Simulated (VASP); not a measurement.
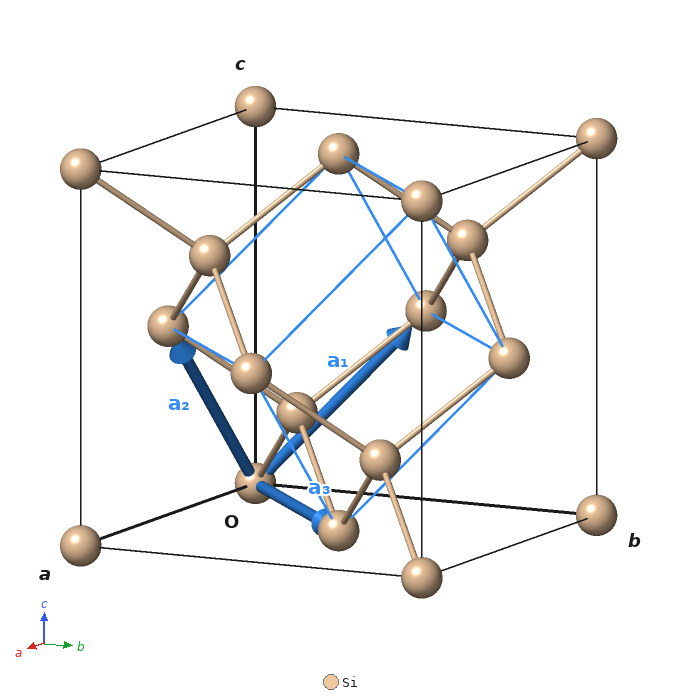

For Si, coordinates from a relaxation with VASP Kohn-Sham DFT of a periodic cell, PBE, VASP PAW PBE potentials, minimal (VASP): the conventional cell (thin) and a primitive cell (coloured, vectors a₁, a₂, a₃). All values are computed from the atomic coordinates in the standard setting (tolerance 0.002 Å).

a = 5.469 Å, b = 5.469 Å, c = 5.469 Å, α = 90.00°, β = 90.00°, γ = 90.00°.

Q: What is the centring, and how are the primitive vectors built?

A: F, face-centred cubic, with lattice points at (0, 0, 0), (1/2, 1/2, 0), (1/2, 0, 1/2), (0, 1/2, 1/2). a₁ = 1/2 b + 1/2 c; a₂ = 1/2 a + 1/2 c; a₃ = 1/2 a + 1/2 b.

Q: Give the primitive cell's size and content.

A: Edges 3.867, 3.867, 3.867 Å; angles 60.00°, 60.00°, 60.00°; volume 40.89 Å³, 1/4 of the conventional cell; 2 of its 8 atoms.
